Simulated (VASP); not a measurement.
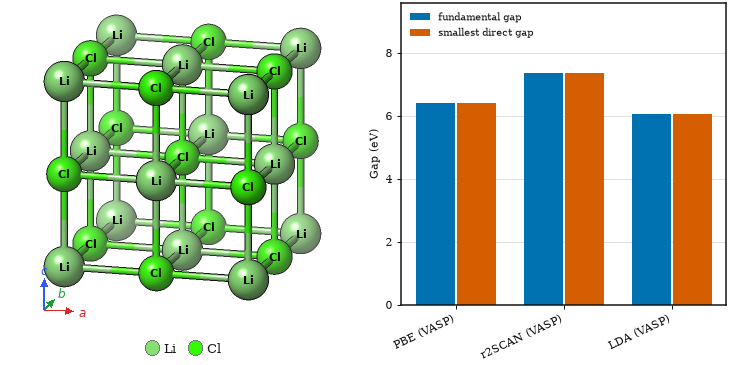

Gaps of LiCl, space group Fm-3m (No. 225), 2 atoms in the cell, rocksalt type, at several levels of theory on one cell (VASP, plane waves and PAW; edges over the mesh and the special points).

### How does the gap depend on the level, and does its kind change?

In rising order: LDA (VASP) 6.06 eV, PBE (VASP) 6.40 eV and r2SCAN (VASP) 7.36 eV. It is direct at every level.
